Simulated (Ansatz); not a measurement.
## Electronic structure of BN in real space

Input

```
crystal:
  lattice:
    - [4.3232, 0.0, 0.0]
    - [0.0, 4.3232, 0.0]
    - [0.0, 0.0, 2.6257]
  atoms:
    - { symbol: B, position: [0.1742811368, 0.8257188632, 0.5] }
    - { symbol: B, position: [0.3257188632, 0.3257188632, 0.0] }
    - { symbol: B, position: [0.6742811368, 0.6742811368, 0.0] }
    - { symbol: B, position: [0.8257188632, 0.1742811368, 0.5] }
    - { symbol: "N", position: [0.8126115048, 0.8126115048, 0.5] }
    - { symbol: "N", position: [0.3126115048, 0.6873884952, 0.0] }
    - { symbol: "N", position: [0.6873884952, 0.3126115048, 0.0] }
    - { symbol: "N", position: [0.1873884952, 0.1873884952, 0.5] }
basis:
  ecutwfc: 520.0
kpoints:
  mp_grid: { grid: [6, 6, 10] }
hamiltonian:
  xc: pbe
  pseudopotentials: { kind: paw, azcp: { folder: soft_1 } }
scf:
  occupations: { method: gaussian, width: 0.05 }
output:
  forces: true
  stress: true
  eigenvalues: true
  write_density: true
  write_potential: true
  elf: true
  volumetric_format: npy
```

Run with:

```sh
ansatz run input.yaml --threads 2 --pin off --max-ram 4096MiB --backend cpu --events-out ev --progress --plain --runs-dir out
```

Below, planes, directions and counts refer to the conventional cell (a = 4.32 Å, b = 4.32 Å, c = 2.63 Å, α = 90.00°, β = 90.00°, γ = 90.00°).

Space group P4₂/mnm; a point of a scan over the structure, not its minimum; a structure from a database of computed crystals, not necessarily the ambient phase; not relaxed (largest force 0.6 eV/Å); computed pressure about 5 GPa in this cell; PAW files of the earlier set (soft_1).

Level of theory: DFT PBE, scalar-relativistic, plane waves, PAW in Ansatz.

The density is the valence pseudo-density of a PAW calculation; it isn't the true density close to the nuclei.

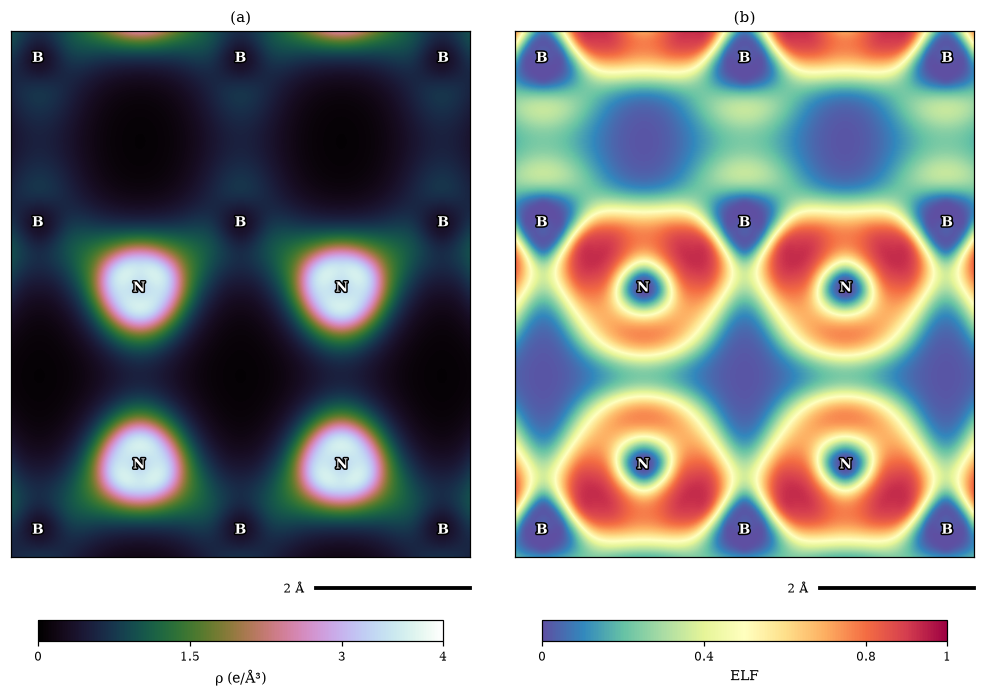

Figure 1. (a) valence electron density; (b) ELF on the (110) plane of the conventional cell.

**Describe what can be read from this map.**

Atoms in the plane: B and N. B–N (1.56 Å): the density is about 1.4 e/Å³ at the midpoint; the ELF peaks at about 0.95 between the atoms, as expected for a polar covalent bond. Between the atoms the lowest density in this plane is 0.06 e/Å³.

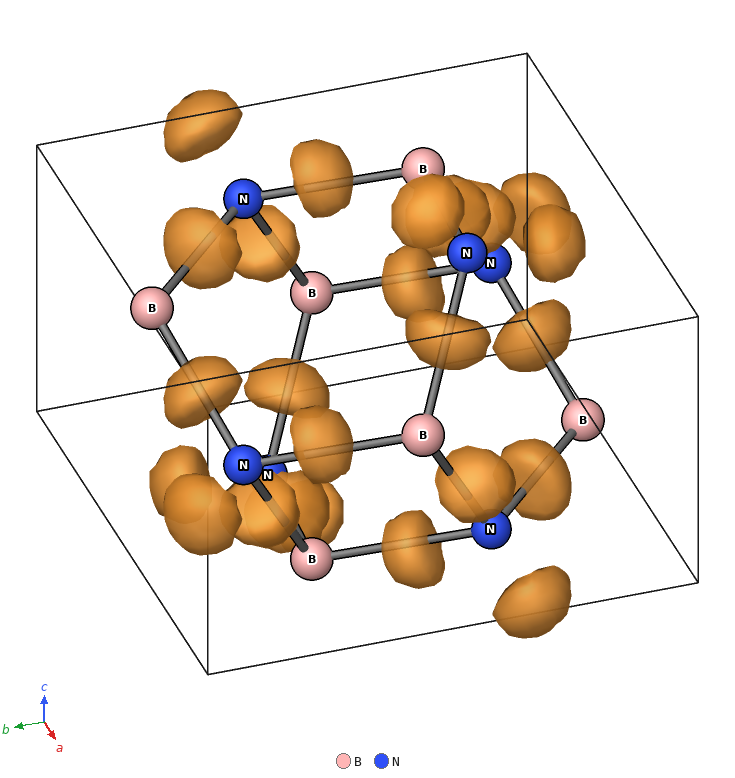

Figure 2. Isosurface of the ELF at 0.85 (orange), seen at an oblique angle. Only the valence region is drawn (cores and ρ < 0.01 e/Å³ removed). Sticks mark near contacts.

**Describe the localisation domains.**

At this value the surface marks out 16 regions between bonded B–N atoms (shared pairs), counted in one cell of 8 atoms. Regions shared between cells count once.

**Does the calculation give a band gap?**

It is gapped, with a Kohn–Sham gap of 4.7 eV on the k-point mesh, an upper bound to the gap of this method.
